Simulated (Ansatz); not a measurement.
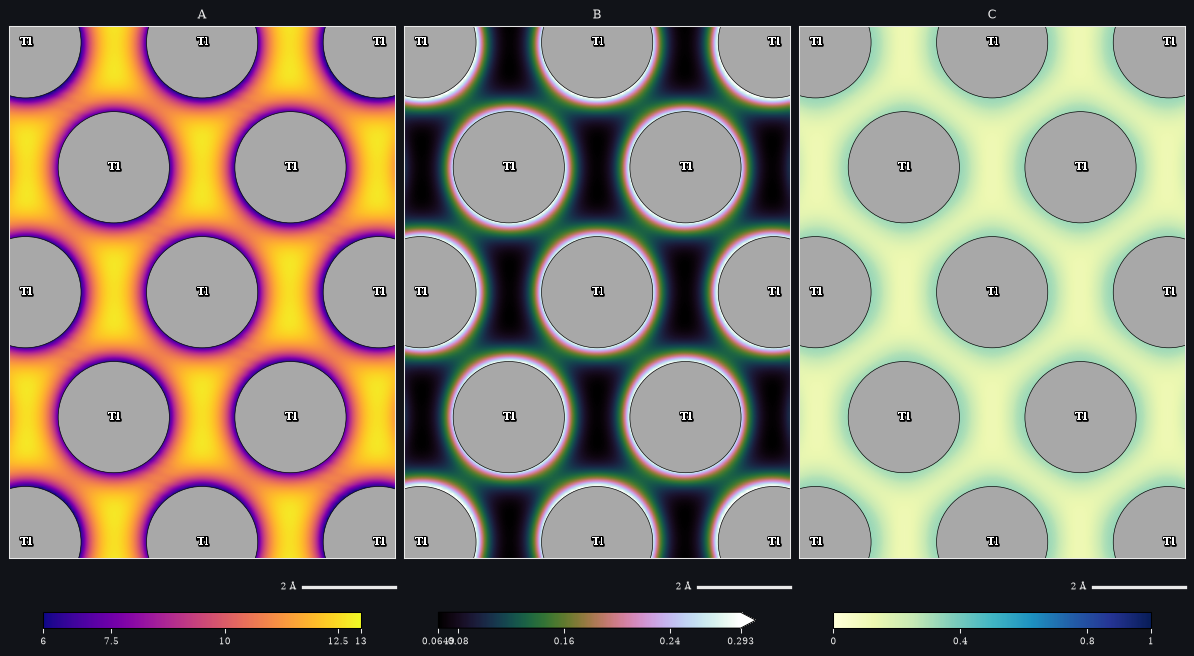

Tl: 3 fields on the (011̄) plane of the conventional cell, with unlabelled colour scales. Grey discs cover the atomic cores.

Space group Im-3m; computed pressure about −2 GPa in this cell; computed without spin polarisation.

Theory: DFT, LDA, PAW with Ansatz's default frozen-core files, scalar-relativistic in Ansatz 0.2.0.

Match the panels to the quantities (electron localisation function, electrostatic potential energy of an electron and valence pseudo-density).

Answer. Panel A: electrostatic potential energy of an electron (low next to the atoms, rising into the space between them). Panel B: valence pseudo-density. Panel C: electron localisation function. From the grid: Tl–Tl (3.35 Å): the density is about 0.13 e/Å³ at the midpoint; the ELF is about 0.15 at the midpoint; no shared electron pair shows on this line.
